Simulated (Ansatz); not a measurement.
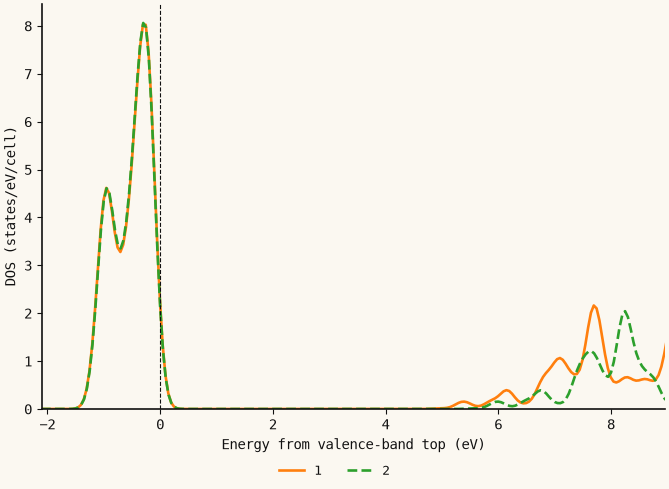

Total densities of states of NaCl, space group R3m (No. 160), 2 atoms in the cell, zincblende type, shear (111) strain −4.2%, by two methods on the same cell. The curves are built from the levels of the k mesh with Gaussians 0.3 eV wide, which also blur the band edges. Each is counted from its own valence-band top.

### Which curve is which? The methods: PBE, r2SCAN.

1 is PBE; 2 is r2SCAN. PBE gives a gap of 4.96 eV and r2SCAN gives a gap of 5.57 eV.

Settings. PBE: DFT, PBE, plane waves, PAW, no spin polarisation, 8×8×8 k mesh, 420 eV cutoff (Ansatz). r2SCAN: DFT, r2SCAN, plane waves, PAW, no spin polarisation, 8×8×8 k mesh, 500 eV cutoff (Ansatz).
